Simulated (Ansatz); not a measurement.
System: SiMo3.

Input file:

```
crystal:
  lattice:
    - [4.893, 0.0, 0.0]
    - [0.0, 4.893, 0.0]
    - [0.0, 0.0, 4.74621]
  atoms:
    - { symbol: Si, position: [0.0, 0.0, 0.0] }
    - { symbol: Si, position: [0.5, 0.5, 0.5] }
    - { symbol: Mo, position: [0.25, 0.0, 0.5] }
    - { symbol: Mo, position: [0.5, 0.75, 0.0] }
    - { symbol: Mo, position: [0.75, 0.0, 0.5] }
    - { symbol: Mo, position: [0.5, 0.25, 0.0] }
    - { symbol: Mo, position: [0.0, 0.5, 0.75] }
    - { symbol: Mo, position: [0.0, 0.5, 0.25] }
kpoints:
  mp_grid: { grid: [10, 10, 10] }
scf:
  occupations: { method: fermi_dirac, width: 0.05 }
hamiltonian:
  xc: pbe
  pseudopotentials: { kind: paw, frozen_core: stored }
output:
  forces: true
  stress: true
  populations: true
  efg: { quadrupole_moments_barn: { Mo: -0.022 } }
  write_density: true
  write_potential: true
  elf: true
  volumetric_format: npy
relax:
  f_tol: 0.02
  max_steps: 60
```

Command:

```sh
ansatz run input.yaml --threads 1 --pin off --max-ram 3072MiB --backend cpu --events-out ev --progress --plain --runs-dir out
```

Below, planes, directions and counts refer to the conventional cell (a = 4.89 Å, b = 4.89 Å, c = 4.75 Å, α = 90.00°, β = 90.00°, γ = 90.00°).

The fields are those of the relaxed geometry.

Space group P4₂/mmc; computed pressure about 11 GPa in this cell; computed without spin polarisation.

Theory: DFT, PBE, plane-wave PAW, default files, scalar-relativistic, frozen cores in Ansatz 0.2.0.

What will maps of the valence pseudo-density and electron localisation function show?

Answer. Mo–Mo (2.45 Å): the density is about 0.63 e/Å³ at the midpoint; the ELF is about 0.30 at the midpoint.
Si–Mo (2.74 Å): ρ is about 0.31 e/Å³ halfway; the ELF peaks at about 0.65 in the valence shell of Si, 0.9 Å from its nucleus, and is about 0.30 at the midpoint.

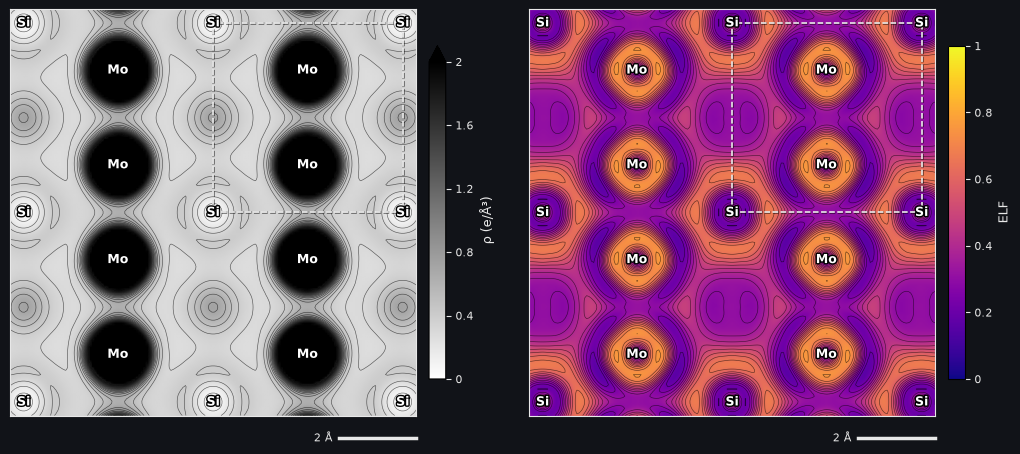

Computed valence pseudo-density and electron localisation function on the (001) plane of the conventional cell, in this order. 

The density is the valence pseudo-density of a PAW calculation; it isn't the true density close to the nuclei.
